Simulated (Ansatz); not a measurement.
**Mo: geometry relaxation**

- system: Mo (1 atom in the cell)
- method: DFT PBE, scalar-relativistic, plane waves, PAW, no spin polarisation (Ansatz 0.2.0)

The structure derives from a Materials Project entry.

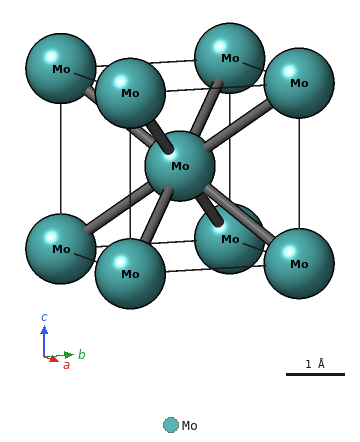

Figure 1. The starting structure (ball-and-stick view of the cell 2 times as large as that of the calculation, set on its symmetry axes, seen slightly off an axis). Near neighbours in the crystal (not all of them lie inside the picture): Mo has 8 Mo at 2.74 Å.

Results in brief

| quantity | value |
| --- | --- |
| outcome | converged |
| space group (tolerance 0.01 Å) | Im-3m (229) |
| electrons treated | 14 |
| free energy | −4956.0214 eV |
| Fermi energy | 20.882 eV |
| gap on the k-point mesh | none (metallic) |
| pressure | −0.04 GPa |
| final volume | 15.79 Å³ |
| largest force (length of the vector) at the end | under 0.001 eV/Å |
| final cell | a = 2.737 Å, b = 2.737 Å, c = 2.737 Å, α = 109.47°, β = 109.47°, γ = 109.47° |
| hardware | 1 thread of Intel Xeon (Sapphire Rapids), 64 GiB of memory available, shared host |
| wall time | 5.8 s |
| peak memory | 0.39 GiB |

Input file
```yaml
crystal:
  lattice:
    - [-1.5838089719, 1.5838089719, 1.5838089719]
    - [1.5838089719, -1.5838089719, 1.5838089719]
    - [1.5838089719, 1.5838089719, -1.5838089719]
  atoms:
    - { symbol: Mo, position: [0.0, 0.0, 0.0] }
basis:
  ecutwfc: 420
kpoints:
  mp_grid: { grid: [18, 18, 18] }
hamiltonian:
  xc: pbe
scf:
  occupations: { method: gaussian, width: 0.1 }
output:
  forces: true
  stress: true
  eigenvalues: true
  write_density: true
  write_potential: true
  elf: true
  volumetric_format: npy
relax:
  adjacent_minimum: "off"
  f_tol: 0.005
  max_steps: 80
  cell: { stress_tol: 0.05 }
```

Run as:
```bash
ansatz run input.yaml --threads 1 --pin off --max-ram 2560MiB --backend cpu --events-out ev --progress --plain --runs-dir out
```

Output
```
Engine: ansatz 0.2.0, x86_64-unknown-linux-gnu
Pseudopotentials: kind: paw
Pseudopotential: Mo, paw, valence charge 14, recommended cutoff 420 eV (normal), Mo.paw.azcp
Functional definition: PBE
  parameter kappa = 0.804
  parameter beta = 0.06672455060314922
  exchange = pbe_x(kappa = kappa, mu = beta*pi^2/3)
  correlation = pbe_c(beta = beta)
Crystal: 1 atoms, lattice volume = 15.892 Å³
Basis set: ecut = 420 eV, 321 PW (Γ), exchange–correlation on 40×40×40 points (8 copies of the dense FFT grid, shifted against one another)
Bands: 11, of which v1, the nominal top of the filled ones, is band 7 counted from 1 (6 counted from 0)
Symmetry: 48 space group operations
Space group: Im-3m (ITA 229), of the structure as read, at distance tolerance 2.5e-5 Å
k-points: 195 of 5832
Non-local potential: Mo, projectors of the file, l = 0: 3, l = 1: 2, l = 2: 2, l = 3: 1
PAW form: soft (Blöchl's): semilocal exchange-correlation on the pseudo side does not see the compensation charge
PAW one-centre angular grid: Mo, 590 points (default); XC on 64 Gauss nodes
Initial density: superposition of atomic densities (neutral atoms: chi_scale 0, normalization atom), corrected by the library's trained network
Initial wavefunctions: pseudopotential atomic-orbital guess
Functional: x = pbe(κ = 0.804, μ = 0.2195149727645171), c = pbe(β = 0.06672455060314922)
SCF iter   1: F=—  HF=-4956.020817 eV  |F-HF|=—  |Δ(HF+E_count)|=         —  Δρ=2.61e-3  dr2=6.01e-4  ethr=1.77e-3  ⟨swp⟩=5.0  Hψ=12478  notcnv=0
preconditioner: auto → none  [metal: Δε(μ)=0.045 eV  Ē_g=8.192 eV  σ=0.100 eV  W_gap=0.25  n_scr=0 (ndim 8)  ℏωp=22.8 eV  f_vac=0.000  D(μ)=0.56/eV (n_scr^D=0)]
SCF iter   2: F=—  HF=-4956.020772 eV  |F-HF|=—  |Δ(HF+E_count)|=   4.46e-5  Δρ=1.28e-3  dr2=1.03e-4  ethr=4.30e-6  ⟨swp⟩=2.7  Hψ=5001  notcnv=0
SCF iter   3: F=—  HF=-4956.020788 eV  |F-HF|=—  |Δ(HF+E_count)|=   1.56e-5  Δρ=3.00e-4  dr2=9.85e-6  ethr=7.35e-7  ⟨swp⟩=2.0  Hψ=3486  notcnv=0
SCF iter   4: F=—  HF=-4956.020787 eV  |F-HF|=—  |Δ(HF+E_count)|=   1.00e-6  Δρ=5.71e-5  dr2=1.83e-7  ethr=7.03e-8  ⟨swp⟩=2.1  Hψ=2627  notcnv=0
iter 5 did not close the SCF: its close was put off for the readings that it lacked (scf_convergence_deferred on its scf_iter line)
SCF iter   5: F=-4956.020787 eV  HF=-4956.020787 eV  |F-HF|=3.61e-8  |Δ(HF+E_count)|=   8.84e-9  Δρ=2.72e-5  dr2=4.78e-8  ethr=1.31e-9  ⟨swp⟩=2.0  Hψ=3494  notcnv=0
SCF iter   6: F=-4956.020787 eV  HF=-4956.020787 eV  |F-HF|=4.13e-9  |Δ(HF+E_count)|=   1.80e-8  Δρ=9.96e-6  dr2=5.69e-9  ethr=3.42e-10  ⟨swp⟩=4.7  Hψ=10954  notcnv=0
SCF 1 converged in 6 iterations: F = -4956.020787 eV  dr2 = 5.69e-9
  greatest PAW one-centre occupation: 0.998 electrons in one spin orbital (limit 2), on the Mo atom at site 0 (counted from 0), in its partial waves of l = 0
relax step   1: F+E_penalty+E_count = -4956.02078704 eV  Δ(F+E_penalty+E_count) = +0.000e0 eV  max|allowed force component| = 0.000e0 eV/Å  Δτ_max = 0.0000 Å  P = -1.742 GPa  Ω = 15.892 Å³  (6 SCF iters, dr2 threshold 1.00e-7 eV, accepted)
Crystal: 1 atoms, lattice volume = 15.564 Å³
Initial density: handed on by an earlier stage of this run
Initial wavefunctions: those handed on with the density
iter 1 solved again at ethr=6.77e-7 eV; its pass at ethr=3.10e-3 eV (dr2=9.48e-5 eV) is discarded
SCF iter   1: F=—  HF=-4956.018878 eV  |F-HF|=—  |Δ(HF+E_count)|=         —  Δρ=1.19e-3  dr2=8.10e-5  ethr=6.77e-7  ⟨swp⟩=2.2  Hψ=15757  notcnv=0
preconditioner: auto → none  [metal: Δε(μ)=0.010 eV  Ē_g=8.367 eV  σ=0.100 eV  W_gap=0.06  n_scr=0 (ndim 8)  ℏωp=23.1 eV  f_vac=0.000  D(μ)=0.50/eV (n_scr^D=0)]
SCF iter   2: F=—  HF=-4956.018911 eV  |F-HF|=—  |Δ(HF+E_count)|=   3.32e-5  Δρ=6.14e-4  dr2=1.89e-5  ethr=5.79e-7  ⟨swp⟩=1.0  Hψ=2145  notcnv=0
SCF iter   3: F=—  HF=-4956.018925 eV  |F-HF|=—  |Δ(HF+E_count)|=   1.35e-5  Δρ=8.82e-5  dr2=1.15e-6  ethr=1.35e-7  ⟨swp⟩=2.0  Hψ=3271  notcnv=0
SCF iter   4: F=-4956.018924 eV  HF=-4956.018924 eV  |F-HF|=1.13e-9  |Δ(HF+E_count)|=   4.43e-7  Δρ=1.78e-5  dr2=1.43e-8  ethr=7.14e-10  ⟨swp⟩=5.7  Hψ=11831  notcnv=0
SCF 2 converged in 4 iterations: F = -4956.018924 eV  dr2 = 1.43e-8
relax step   2: F+E_penalty+E_count = -4956.01892444 eV  Δ(F+E_penalty+E_count) = +1.863e-3 eV  max|allowed force component| = 0.000e0 eV/Å  Δτ_max = 0.0000 Å  P = +3.758 GPa  Ω = 15.564 Å³  energy of the carried Pulay correction = +9.586e-5 eV  (4 SCF iters, dr2 threshold 1.00e-7 eV, rejected (line search))
Crystal: 1 atoms, lattice volume = 15.786 Å³
iter 1 solved again at ethr=3.42e-7 eV; its pass at ethr=3.10e-3 eV (dr2=4.79e-5 eV) is discarded
SCF iter   1: F=—  HF=-4956.021385 eV  |F-HF|=—  |Δ(HF+E_count)|=         —  Δρ=8.07e-4  dr2=3.78e-5  ethr=3.42e-7  ⟨swp⟩=2.2  Hψ=15632  notcnv=0
preconditioner: auto → none  [metal: Δε(μ)=0.028 eV  Ē_g=8.245 eV  σ=0.100 eV  W_gap=0.16  n_scr=0 (ndim 8)  ℏωp=22.9 eV  f_vac=0.000  D(μ)=0.54/eV (n_scr^D=0)]
SCF iter   2: F=—  HF=-4956.021401 eV  |F-HF|=—  |Δ(HF+E_count)|=   1.59e-5  Δρ=4.17e-4  dr2=8.96e-6  ethr=2.70e-7  ⟨swp⟩=1.0  Hψ=2145  notcnv=0
SCF iter   3: F=—  HF=-4956.021408 eV  |F-HF|=—  |Δ(HF+E_count)|=   6.22e-6  Δρ=6.55e-5  dr2=6.49e-7  ethr=6.40e-8  ⟨swp⟩=2.0  Hψ=3320  notcnv=0
SCF iter   4: F=—  HF=-4956.021407 eV  |F-HF|=—  |Δ(HF+E_count)|=   4.26e-7  Δρ=1.37e-5  dr2=1.03e-8  ethr=4.64e-9  ⟨swp⟩=2.2  Hψ=3244  notcnv=0
SCF iter   5: F=—  HF=-4956.021407 eV  |F-HF|=—  |Δ(HF+E_count)|=  1.05e-10  Δρ=4.31e-6  dr2=2.25e-9  ethr=7.34e-11  ⟨swp⟩=2.0  Hψ=3514  notcnv=0
SCF iter   6: F=—  HF=-4956.021407 eV  |F-HF|=—  |Δ(HF+E_count)|=  9.43e-10  Δρ=8.39e-7  dr2=8.30e-11  ethr=1.61e-11  ⟨swp⟩=2.9  Hψ=3566  notcnv=0
SCF iter   7: F=-4956.021407 eV  HF=-4956.021407 eV  |F-HF|=1.82e-12  |Δ(HF+E_count)|=  3.46e-11  Δρ=7.21e-8  dr2=6.17e-13  ethr=1.00e-12  ⟨swp⟩=5.1  Hψ=7728  notcnv=0
SCF 3 converged in 7 iterations: F = -4956.021407 eV  dr2 = 6.17e-13
relax step   3: F+E_penalty+E_count = -4956.02140711 eV  Δ(F+E_penalty+E_count) = -6.201e-4 eV  max|allowed force component| = 0.000e0 eV/Å  Δτ_max = 0.0000 Å  P = -0.041 GPa  Ω = 15.786 Å³  energy of the carried Pulay correction = +3.058e-5 eV  (7 SCF iters, accepted)
Initial wavefunctions: pseudopotential atomic-orbital guess (no wavefunctions were taken with the density)
iter 1 solved again at ethr=2.25e-8 eV; its pass at ethr=3.10e-3 eV (dr2=3.15e-6 eV) is discarded
SCF iter   1: F=—  HF=-4956.021375 eV  |F-HF|=—  |Δ(HF+E_count)|=         —  Δρ=1.57e-5  dr2=5.46e-9  ethr=2.25e-8  ⟨swp⟩=3.2  Hψ=18929  notcnv=0
preconditioner: auto → none  [metal: Δε(μ)=0.029 eV  Ē_g=8.245 eV  σ=0.100 eV  W_gap=0.16  n_scr=0 (ndim 8)  ℏωp=22.9 eV  f_vac=0.000  D(μ)=0.54/eV (n_scr^D=0)]
SCF iter   2: F=—  HF=-4956.021376 eV  |F-HF|=—  |Δ(HF+E_count)|=   3.59e-7  Δρ=7.70e-6  dr2=1.20e-9  ethr=3.90e-11  ⟨swp⟩=2.3  Hψ=3296  notcnv=0
SCF iter   3: F=—  HF=-4956.021376 eV  |F-HF|=—  |Δ(HF+E_count)|=  8.37e-10  Δρ=5.44e-7  dr2=2.74e-11  ethr=8.58e-12  ⟨swp⟩=2.7  Hψ=3457  notcnv=0
SCF iter   4: F=-4956.021376 eV  HF=-4956.021376 eV  |F-HF|=9.09e-13  |Δ(HF+E_count)|=  1.82e-12  Δρ=2.22e-7  dr2=2.15e-12  ethr=1.00e-12  ⟨swp⟩=5.2  Hψ=8093  notcnv=0
SCF 4 converged in 4 iterations: F = -4956.021376 eV  dr2 = 2.15e-12
relax step   4: F+E_penalty+E_count = -4956.02137569 eV  Δ(F+E_penalty+E_count) = +3.142e-5 eV  max|allowed force component| = 0.000e0 eV/Å  Δτ_max = 0.0000 Å  P = -0.040 GPa  Ω = 15.786 Å³  stress off target by 4.01e-2 GPa  SCF on the basis re-selected at this cell (its energy is not comparable with the rows above)  (4 SCF iters)
```

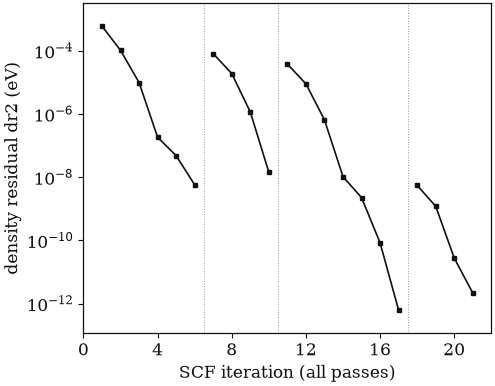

Figure 2. Convergence of the self-consistent field: density residual dr2 against the SCF iteration. The dotted lines part the SCF passes of the relaxation: geometry steps, rejected trials and re-solves on a re-selected basis. The passes take 6, 4, 7 and 4 iterations.

```
basis re-selected at this cell: Δ(F+E_penalty+E_count) = +3.142e-5 eV, ΔP = +0.001 GPa vs the last step (what re-selecting the basis moved, of the pressure what is left beyond the Pulay correction that the steps carried, after the strain that the cell walked since its last selection, with what the two solves' SCF thresholds leave and, on support functions, any second-order correction that the steps lacked; it is no measure of the basis error at this ecutwfc). This SCF's stress stands 4.01e-2 GPa from its target on what of the cell is left free (relax.cell.stress_tol is 5.00e-2 GPa) and its largest allowed force component is 0.00e0 eV/Å (relax.f_tol is 5.00e-3 eV/Å): within both
SCF converged after 4 iterations
Free energy (F): -4956.021376 eV
Harris-Foulkes:  -4956.021376 eV  (|F-HF|=9.09e-13)
Internal energy: -4956.018693 eV  (E = F + TS)
E sigma→0 (E₀):  -4956.020034 eV
Entropy (-TS):   -0.002682 eV (-2.682 meV/atom)
Fermi energy:    20.882081 eV
--- Per-component energies (eV) ---
  E_band       = -58.084427
  E_kinetic    = 440.615326
  E_local      = -790.885021  (includes V_loc(G=0)·N_el)
  E_nonlocal   = 142.546020
  E_hartree    = 261.238661
  E_xc         = -183.490501
  E_vxc        = -229.011066  (∫ρ·V_xc dr)
  E_paw        = -3201.175708  (= ΣΔE_a)
  E_vpaw       = -143.827071  (= ΣTr[D̂ρ^β])
  E_aug_tail   = 0.000042  (compensation charges beyond the density's cutoff)
  E_ewald      = -1624.867511
  E_smearing   = -0.002682  (= −TS)
  E_closure    = 0.000000  (closes the sum)
  Σ components = -4956.021376   (vs F -4956.021376, Δ=0.00e0)
--- Forces (eV/Å), atoms counted from 1 ---
  atom   1  Mo     0.00000000    -0.00000000    -0.00000000
  max |Σ_I F_I| component: 6.37e-32 eV/Å
--- Stress (GPa, compression-positive) ---
       -0.040103       0.000000       0.000000
       -0.000000      -0.040103       0.000000
        0.000000      -0.000000      -0.040103
  P = ⅓ Tr σ = -0.0401 GPa (-0.401 kbar)
--- Band table (eV; the first three rows and the last of 195) ---
  k-point 0: bands = ["-40.4169", "-13.6989", "-13.6989", "-13.6989", "13.6698", "19.5191", "19.5191", "19.5191", "22.5058", "22.5058", "35.5448"]
  k-point 1: bands = ["-40.4094", "-13.7427", "-13.7124", "-13.6992", "13.8053", "19.4430", "19.5073", "19.6458", "22.3925", "22.5079", "35.6453"]
  k-point 2: bands = ["-40.3878", "-13.8678", "-13.7512", "-13.7001", "14.1924", "19.2312", "19.4543", "20.0206", "22.1421", "22.5191", "35.8857"]
  k-point 194: bands = ["-39.9839", "-14.6352", "-14.6352", "-14.6352", "15.5054", "15.5054", "24.7843", "24.7843", "24.7843", "29.8391", "29.8391"]
--- Relaxed structure (3 steps of the walk, 2 accepted, 1 SCFs on fresh bases) ---
  F+E_penalty+E_count = -4956.02137569 eV   max|allowed force component| = 0.000e0 eV/Å   (the final SCF, on the basis selected at the relaxed cell)
  cell:  # Å, volume = 15.7863 Å³
    - [-1.580301092073732, 1.580301092073732, 1.580301092073732]
    - [1.580301092073732, -1.580301092073732, 1.580301092073732]
    - [1.580301092073732, 1.580301092073732, -1.580301092073732]
  atoms:
    - { symbol: Mo, position: [0.0, 0.0, 0.0] }
```

Trajectory as extended XYZ (Å, eV, eV/Å), 4 frames, from step=1 to step=4
```
1
Lattice="-1.5838 1.5838 1.5838 1.5838 -1.5838 1.5838 1.5838 1.5838 -1.5838" Properties=species:S:1:pos:R:3:forces:R:3 step=1 energy=-4956.02079 pressure_GPa=-1.74
Mo    0.0000    0.0000    0.0000    0.0000   0.0000   0.0000
1
Lattice="-1.5728 1.5728 1.5728 1.5728 -1.5728 1.5728 1.5728 1.5728 -1.5728" Properties=species:S:1:pos:R:3:forces:R:3 step=2 energy=-4956.01892 pressure_GPa=3.76 accepted=F
Mo    0.0000    0.0000    0.0000    0.0000   0.0000   0.0000
1
Lattice="-1.5803 1.5803 1.5803 1.5803 -1.5803 1.5803 1.5803 1.5803 -1.5803" Properties=species:S:1:pos:R:3:forces:R:3 step=3 energy=-4956.02141 pressure_GPa=-0.04
Mo    0.0000    0.0000    0.0000    0.0000   0.0000   0.0000
1
Lattice="-1.5803 1.5803 1.5803 1.5803 -1.5803 1.5803 1.5803 1.5803 -1.5803" Properties=species:S:1:pos:R:3:forces:R:3 step=4 energy=-4956.02138 pressure_GPa=-0.04
Mo    0.0000    0.0000    0.0000    0.0000   0.0000   0.0000
```

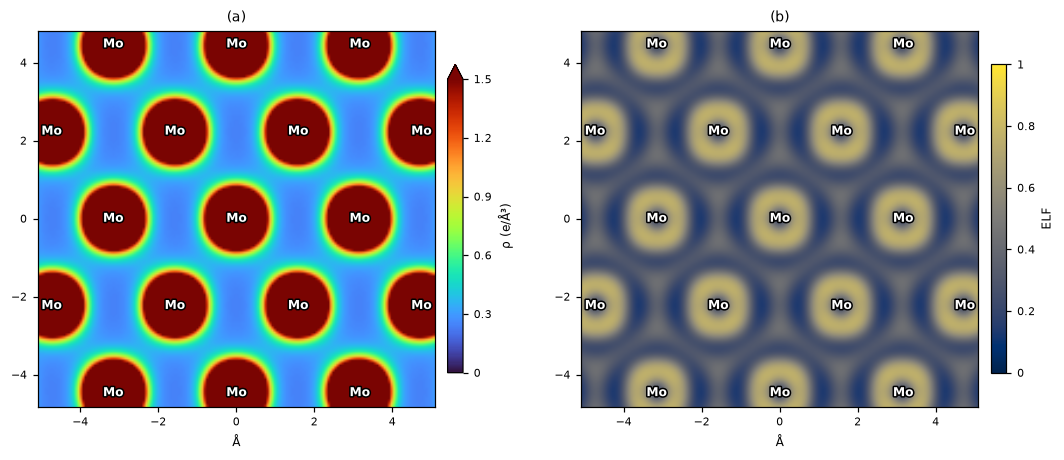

Figure 3. (a) valence electron density; (b) ELF on the (11̄0) plane of the conventional cell. The section cuts through Mo sites. Mo–Mo (2.74 Å): the density is about 0.37 e/Å³ at the midpoint; the ELF is about 0.30 at the midpoint; no localised pair between them. Away from the nuclei the density in this plane falls to 0.24 e/Å³ at its lowest. The strong features right at Mo lie inside the PAW spheres (semicore, d or f shells) and say nothing about bonding. Core electrons are frozen (PAW), so the fields are smoothed inside the atomic spheres.

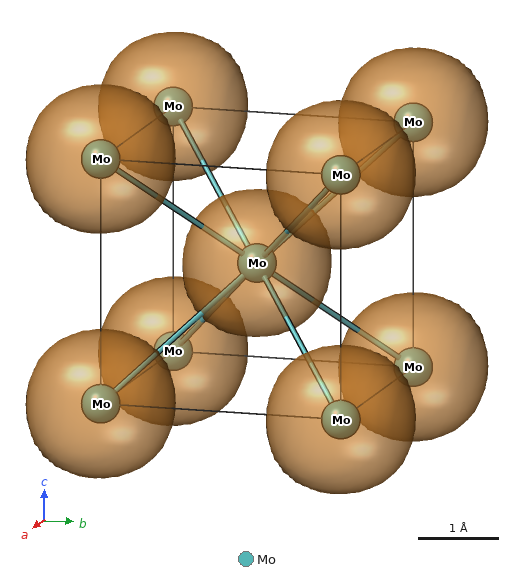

Figure 4. Isosurface of the valence charge density (pseudo) at 0.8 e/Å³ (orange), seen slightly off an axis. Sticks mark near contacts. The outline is the cell set on symmetry axes. At this value the density breaks into separate islands; it holds about 70 % of the electrons treated as valence (semicore included). It is pinched off along the Mo–Mo (2.74 Å) contacts. On the grid the lowest density along these lines, outside the cores, is 0.37 e/Å³ (Mo–Mo, 2.74 Å).
